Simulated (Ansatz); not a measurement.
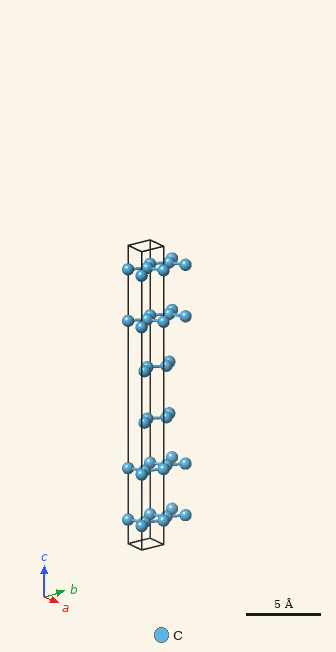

This is crystalline C (set up in R-3m). The picture is a ball-and-stick view of the conventional cell (3 times the calculation's cell), repeated 1 × 2 × 1 with one cell outlined, seen slightly off an axis. Lengths and directions refer to the drawn axes.

Level of theory: DFT LDA, scalar-relativistic, plane waves, PAW (Ansatz). Set-up: plane-wave cutoff 420 eV; occupations gaussian; no spin polarisation. The k-mesh is chosen for each cell (18×18×18, 12×12×12). Smearing widths differ between the runs.

Change: Every carbon atom is replaced by lead, which gives Pb. Cell and atoms are relaxed again (to zero pressure within 0.1 GPa, forces under 0.01 eV/Å).

Q: Predict the response.

A: The volume per atom goes from 8.94 to 29.45 Å³. The gap on the k-mesh of 0.23 eV closes: the variant is metallic. The drawn cell changes as follows: a = b 2.445 → 3.393 Å (+38.8 %), c 20.727 → 35.443 Å (+71.0 %); the volume changes by +229.4 %. The space group stays R-3m (No. 166).

Drawn alike, the variant:

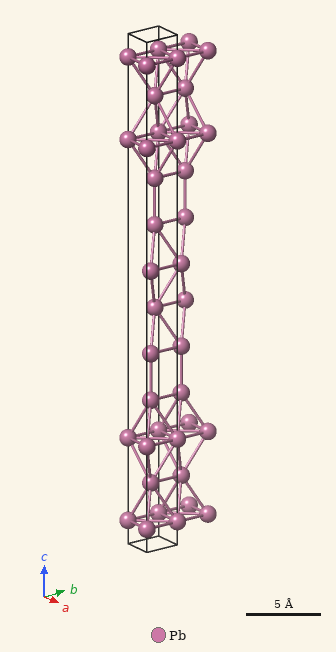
